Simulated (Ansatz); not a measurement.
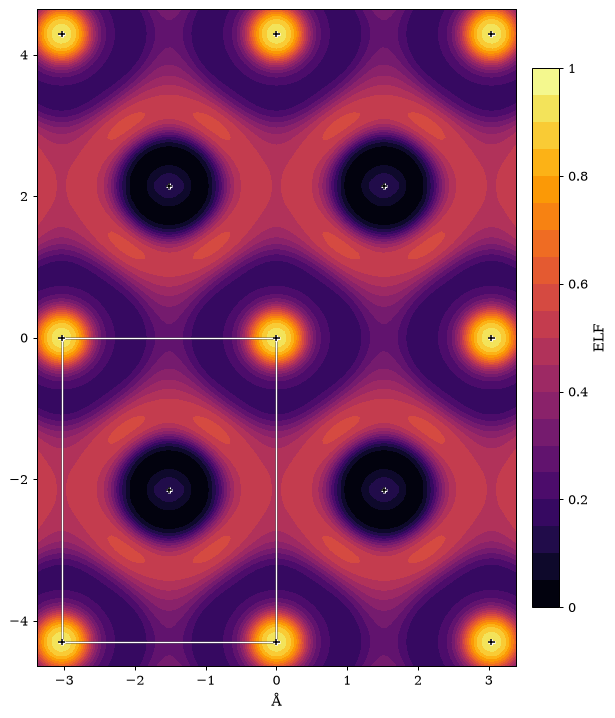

The ELF on a plane through atoms (crosses mark nuclei in the plane).

These are results of Kohn-Sham DFT of a periodic cell, r2SCAN, Ansatz PAW in Ansatz 0.2.0, not measurements.

Candidates:
A. AlCu, a = 3.04 Å, b = 3.04 Å, c = 3.04 Å, α = 90.00°, β = 90.00°, γ = 90.00°. Space group Pm-3m; a structure from a database of computed crystals, not necessarily the ambient phase; computed pressure about −9 GPa in this cell.
B. SnSe, a = 6.14 Å, b = 6.14 Å, c = 6.14 Å, α = 90.00°, β = 90.00°, γ = 90.00°. Space group Fm-3m; computed pressure about −3 GPa in this cell.

Which system is this?

Answer. Candidate A: AlCu on the (011̄) plane of the conventional cell, which holds Cu and Al. Al–Cu (2.63 Å): the ELF is about 0.45 at the midpoint.
